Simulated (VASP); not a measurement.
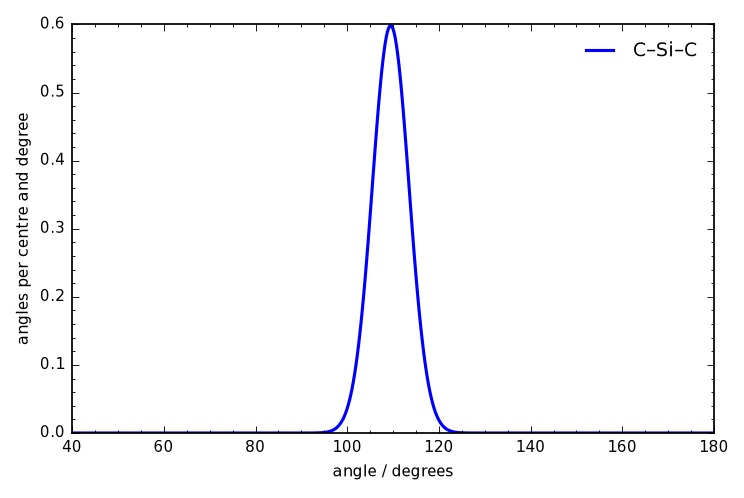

Bond-angle distributions computed from the structure of SiC; each angle is a Gaussian of σ = 4.0°. Bonds counted: C–Si up to 2.17 Å. Structure used: the geometry relaxed with VASP Kohn-Sham DFT of a periodic cell, HSE03, VASP PAW PBE potentials, recommended in VASP.

Q: Give the groups of angles for each curve.

A: C–Si–C: 109° (6 per centre)

Q: What coordination geometry do the angles point to, counting the bonds named above alone?

A: Si has 4 C neighbours in a tetrahedral arrangement.

The structure has space group F-43m (No. 216); other forms of this composition would give other results.
